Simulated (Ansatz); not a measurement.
# Run report: AlGa₃As₄, band-structure calculation (part 2 of 2)

The same run, continued: AlGa₃As₄ (Pmm2, 8 atoms in the cell); DFT, PBE0, plane waves, PAW, no spin polarisation (Ansatz 0.2.0); cutoff 420 eV, 4×2×4 k-mesh, fixed occupations. The structure was built on a prototype by a generator; it need not be a known phase. The geometry comes from this level: r2SCAN.

Geometry of the input (Å; fractional positions):
```
4.0126  0.0000  0.0000
0.0000  8.0207  0.0000
0.0000  0.0000  5.6643
Al 0.0000  0.0000  0.0009
As 0.5000  0.0000  0.2499
Ga 0.5000  0.2505  0.5000
As 0.0000  0.2499  0.7502
Ga 0.0000  0.5000  -0.0007
As 0.5000  0.5000  0.2493
Ga 0.5000  0.7495  0.5000
As 0.0000  0.7501  0.7502
```

### Output, continued
```
--- Stress (GPa, compression-positive) ---
        0.632315       0.000000       0.000000
        0.000000       0.688820       0.000000
        0.000000       0.000000      -0.125150
  P = ⅓ Tr σ = 0.3987 GPa (3.987 kbar)
--- Band table (eV; the first three rows and the last of 18) ---
  k-point 0: bands = ["-31.5890", "-31.5884", "-31.5826", "-31.5807", "-31.5715", "-31.5186", "-31.5186", "-31.5176", "-31.5173", "-31.4976", "-31.4974", "-31.4950", "-31.4939", "-31.4902", "-31.4901", "-31.4444", "-31.4395", "-31.4209", "-31.4161", "-31.4123", "-10.5715", "-10.5437", "-10.5347", "-10.5038", "-10.5015", "-10.4936", "-10.4913", "-10.4751", "-10.4693", "-10.4521", "-10.4395", "-10.4349", "-10.4286", "-10.4262", "-10.4145", "-6.8945", "-5.2339", "-5.1268", "-4.2857", "-0.2561", "0.8412", "1.2808", "3.3510", "3.3632", "4.0594", "4.0689", "5.5842", "5.6456", "6.8728", "6.8730", "6.9104", "9.1990", "9.6326", "10.0613", "11.2095", "11.3812", "12.2336"]
  k-point 1: bands = ["-31.5890", "-31.5884", "-31.5826", "-31.5807", "-31.5715", "-31.5186", "-31.5186", "-31.5176", "-31.5173", "-31.4976", "-31.4974", "-31.4950", "-31.4939", "-31.4902", "-31.4901", "-31.4444", "-31.4395", "-31.4209", "-31.4161", "-31.4123", "-10.5662", "-10.5463", "-10.5337", "-10.5004", "-10.4995", "-10.4976", "-10.4945", "-10.4799", "-10.4743", "-10.4504", "-10.4383", "-10.4336", "-10.4282", "-10.4266", "-10.4142", "-6.6437", "-5.1744", "-5.0889", "-4.8869", "0.1923", "0.3510", "0.9050", "4.3324", "4.3378", "4.5099", "4.5217", "5.1312", "5.6145", "5.6924", "6.2162", "6.2219", "9.7095", "10.4914", "10.5032", "10.6956", "11.2492", "11.5525"]
  k-point 2: bands = ["-31.5890", "-31.5884", "-31.5826", "-31.5807", "-31.5715", "-31.5186", "-31.5186", "-31.5176", "-31.5173", "-31.4976", "-31.4974", "-31.4950", "-31.4939", "-31.4902", "-31.4901", "-31.4444", "-31.4395", "-31.4209", "-31.4161", "-31.4123", "-10.5568", "-10.5525", "-10.5326", "-10.5044", "-10.4955", "-10.4954", "-10.4952", "-10.4866", "-10.4810", "-10.4485", "-10.4372", "-10.4324", "-10.4278", "-10.4271", "-10.4139", "-5.9915", "-5.8626", "-5.1109", "-4.9896", "-0.2592", "0.0078", "2.5413", "2.9848", "5.0413", "5.0600", "5.1773", "5.1840", "5.6789", "5.7260", "5.7406", "5.7826", "9.3159", "9.6728", "10.2743", "10.5583", "11.7756", "11.8172"]
  k-point 17: bands = ["-31.5890", "-31.5887", "-31.5818", "-31.5802", "-31.5716", "-31.5188", "-31.5188", "-31.5167", "-31.5166", "-31.4973", "-31.4972", "-31.4943", "-31.4941", "-31.4904", "-31.4903", "-31.4444", "-31.4394", "-31.4211", "-31.4163", "-31.4111", "-10.5641", "-10.5581", "-10.5466", "-10.5249", "-10.4865", "-10.4831", "-10.4812", "-10.4801", "-10.4704", "-10.4397", "-10.4383", "-10.4380", "-10.4364", "-10.4221", "-10.4202", "-4.7737", "-4.7314", "-4.7060", "-4.6105", "-0.0796", "-0.0732", "-0.0717", "0.6718", "3.4685", "3.4920", "3.5150", "3.6783", "4.8434", "4.8808", "4.9298", "4.9472", "11.3212", "11.4946", "11.5252", "12.0034", "12.3906", "12.4403"]
```

### File rho_z.tsv
```
# z_ang	rho[e/angstrom^3]
# format = ansatz-planar-average/11
# lattice	4.012582367	0.000000000	0.000000000
# lattice	0.000000000	8.020749913	0.000000000
# lattice	0.000000000	0.000000000	5.664320478
# sites	8
# site	13	0.000000000	0.000000000	0.005377411
# site	33	2.006291183	0.000000000	1.415764987
# site	31	2.006291183	2.009538865	2.832399285
# site	33	0.000000000	2.004193769	4.249552047
# site	31	0.000000000	4.010374956	-0.003950819
# site	33	2.006291183	4.010374956	1.411867193
# site	31	2.006291183	6.011211048	2.832399285
# site	33	0.000000000	6.016556144	4.249552047
0.000000	6.315236e-1
0.141608	5.385468e-1
0.283216	3.701760e-1
0.424824	2.595747e-1
0.566432	2.261781e-1
0.708040	2.430701e-1
0.849648	3.138855e-1
0.991256	4.740681e-1
1.132864	7.345964e-1
1.274472	1.007404e0
1.416080	1.125349e0
1.557688	1.000568e0
1.699296	7.264617e-1
1.840904	4.706550e-1
1.982512	3.192163e-1
2.124120	2.621303e-1
2.265728	2.717657e-1
2.407336	3.685446e-1
2.548944	6.133234e-1
2.690552	9.620089e-1
2.832160	1.143462e0
2.973768	9.631714e-1
3.115376	6.145747e-1
3.256984	3.693228e-1
3.398592	2.722470e-1
3.540200	2.626308e-1
3.681808	3.200679e-1
3.823416	4.721433e-1
3.965024	7.284416e-1
4.106632	1.002093e0
4.248240	1.125347e0
4.389848	1.005846e0
4.531456	7.325910e-1
4.673064	4.726767e-1
4.814672	3.134516e-1
4.956280	2.435657e-1
5.097888	2.280898e-1
5.239496	2.646153e-1
5.381104	3.795959e-1
5.522712	5.477088e-1
```

### File v_z.tsv
```
# z_ang	v_es[eV]	v_tot[eV]
# format = ansatz-planar-average/11
# xc	pbe0
# density_cutoff_ev	1680
# datasets	Al=:simpson_from_first_knot:soft:fock:shift=0	As=:simpson_from_first_knot:soft:fock:shift=0	Ga=:simpson_from_first_knot:soft:fock:shift=0
# lattice	4.012582367	0.000000000	0.000000000
# lattice	0.000000000	8.020749913	0.000000000
# lattice	0.000000000	0.000000000	5.664320478
# sites	8
# site	13	0.000000000	0.000000000	0.005377411
# site	33	2.006291183	0.000000000	1.415764987
# site	31	2.006291183	2.009538865	2.832399285
# site	33	0.000000000	2.004193769	4.249552047
# site	31	0.000000000	4.010374956	-0.003950819
# site	33	2.006291183	4.010374956	1.411867193
# site	31	2.006291183	6.011211048	2.832399285
# site	33	0.000000000	6.016556144	4.249552047
0.000000	5.729774e0	-1.397840e0
0.141608	5.712558e0	-1.404041e0
0.283216	5.663810e0	-1.424177e0
0.424824	5.520520e0	-1.528444e0
0.566432	5.268950e0	-1.752392e0
0.708040	5.182864e0	-1.877812e0
0.849648	5.497397e0	-1.681660e0
0.991256	6.097211e0	-1.224614e0
1.132864	6.741673e0	-7.056596e-1
1.274472	7.248967e0	-2.822039e-1
1.416080	7.449176e0	-1.113768e-1
1.557688	7.271045e0	-2.629103e-1
1.699296	6.789208e0	-6.657079e-1
1.840904	6.173354e0	-1.169424e0
1.982512	5.580545e0	-1.654044e0
2.124120	5.241624e0	-1.939015e0
2.265728	5.263941e0	-1.933601e0
2.407336	5.396794e0	-1.852747e0
2.548944	5.404399e0	-1.897524e0
2.690552	5.356800e0	-1.984007e0
2.832160	5.340878e0	-2.014947e0
2.973768	5.355145e0	-1.986630e0
3.115376	5.400835e0	-1.902935e0
3.256984	5.390309e0	-1.861860e0
3.398592	5.255010e0	-1.945577e0
3.540200	5.233271e0	-1.950320e0
3.681808	5.575635e0	-1.661705e0
3.823416	6.172656e0	-1.172267e0
3.965024	6.791290e0	-6.648166e-1
4.106632	7.274110e0	-2.600472e-1
4.248240	7.452387e0	-1.075416e-1
4.389848	7.252382e0	-2.773264e-1
4.531456	6.746696e0	-6.987206e-1
4.673064	6.105321e0	-1.214584e0
4.814672	5.508833e0	-1.669999e0
4.956280	5.196329e0	-1.865298e0
5.097888	5.279166e0	-1.740688e0
5.239496	5.523771e0	-1.522392e0
5.381104	5.662746e0	-1.423392e0
5.522712	5.711435e0	-1.404242e0
```

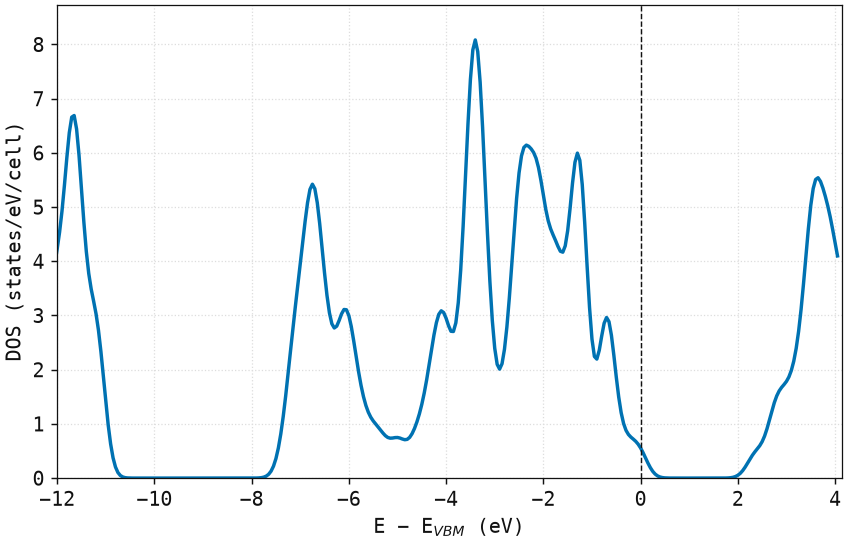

Fig. 1: Density of states (the curve is built from the levels of the k mesh with Gaussians 0.4 eV wide, which also blur the band edges), with energies from the valence-band top. There is a gap of 2.29 eV on the k-point mesh. Small ripples come from the finite k-point mesh.

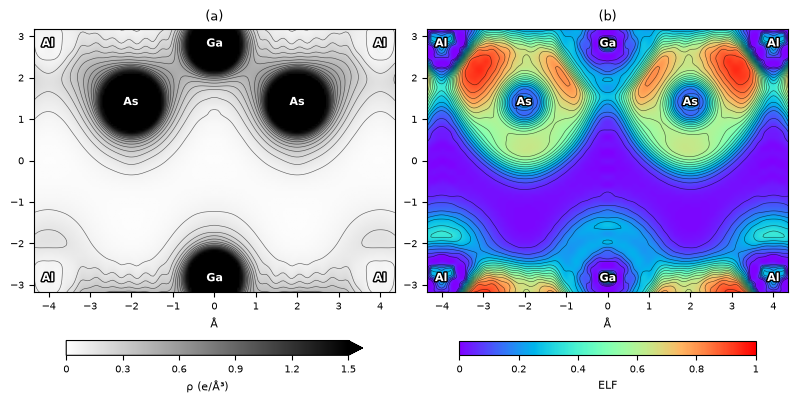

Fig. 2: (a) valence electron density; (b) electron localisation function on the (100) plane of the conventional cell. The section cuts through Al, As and Ga sites. Al–As (2.46 Å): ρ is about 0.49 e/Å³ halfway; the ELF peaks at about 0.95 between the atoms (a shared electron pair). Away from the nuclei the density in this plane falls to 0.01 e/Å³ at its lowest. Core electrons are frozen (PAW), so the fields are smoothed inside the atomic spheres.

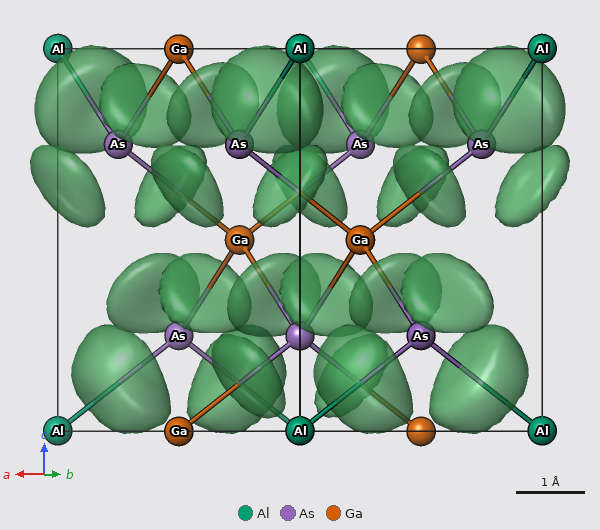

Fig. 3: Isosurface of the ELF at 0.7 (green), seen along [110]. Core shells and regions of very low density are left out. Sticks mark near contacts. The outline is the cell set on symmetry axes. Values along the shortest contacts:

### Results in brief

| quantity | value |
| --- | --- |
| outcome | converged |
| space group (tolerance 0.01 Å) | Pmm2 (25) |
| electrons treated | 102 |
| free energy | −31321.0654 eV |
| Fermi energy | 6.910 eV |
| gap on the k-point mesh | 2.29 eV |
| pressure | 0.40 GPa |
| largest force (length of the vector) | 0.017 eV/Å |
| hardware | 4 threads of Intel Xeon @ 2.50GHz (Skylake/Cascade Lake), 189 GiB of memory available, shared host |
| wall time | 7.2 min (CPU time 24 min) |
| peak memory | 3.6 GiB |

The program warns: the exchange loop's threshold is looser than advised for the stress; the SCF threshold is looser than advised for the printed stress.
